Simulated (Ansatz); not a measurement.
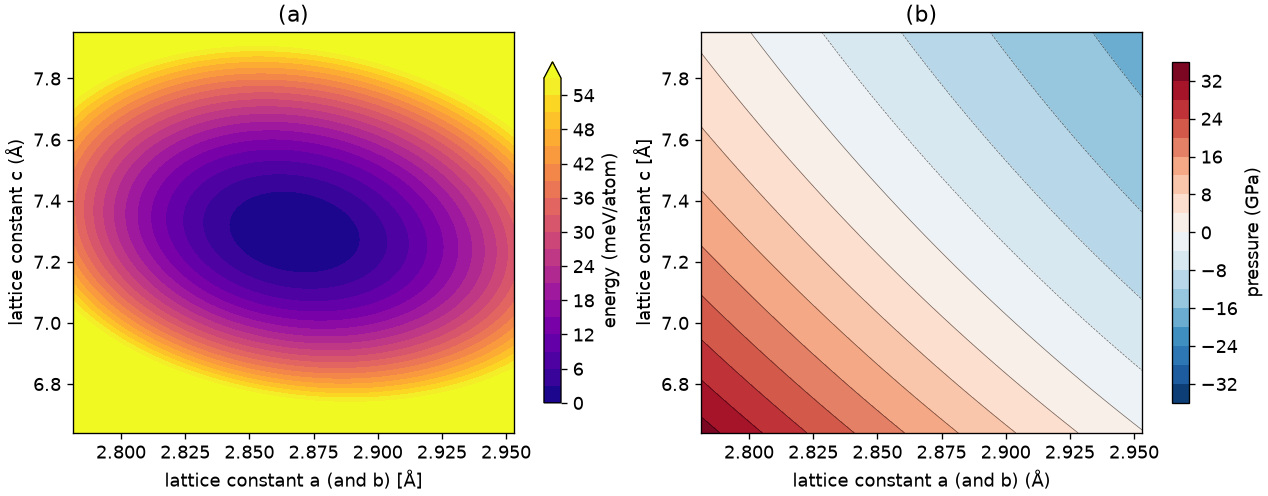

Al₂O₃ (P-6m2, No. 187; 5 atoms in the cell). The energy is mapped over the lattice constants a and c of the conventional cell. Coordinates scanned: (1) lattice constant a (and b); (2) lattice constant c. Nothing is relaxed (fractional coordinates fixed). The grid has 7 × 7 points. Points are written as (first, second). Energies: meV/atom, counted from the lowest grid point. Theory: Ansatz, DFT PBE+D3(BJ), scalar-relativistic, plane waves, PAW. Settings: cutoff 520 eV, k-mesh 9×9×4 in the order of the run's cell vectors, gaussian smearing 0.05 eV, no spin polarisation.

Panel (a) is the energy; panel (b) is the computed pressure, in GPa.

In the figure: filled contours, one colour for all values above the top of the scale. Between grid points the surface is interpolated.

How does the pressure vary over the map, and what is it at the lowest grid point?

Answer. It runs from −17.8 GPa at (2.953 Å, 7.953 Å) to 33.9 GPa at (2.781 Å, 6.640 Å). At the lowest grid point, (2.867 Å, 7.296 Å), it is 0.0 GPa.

PAW datasets: the set soft_1.
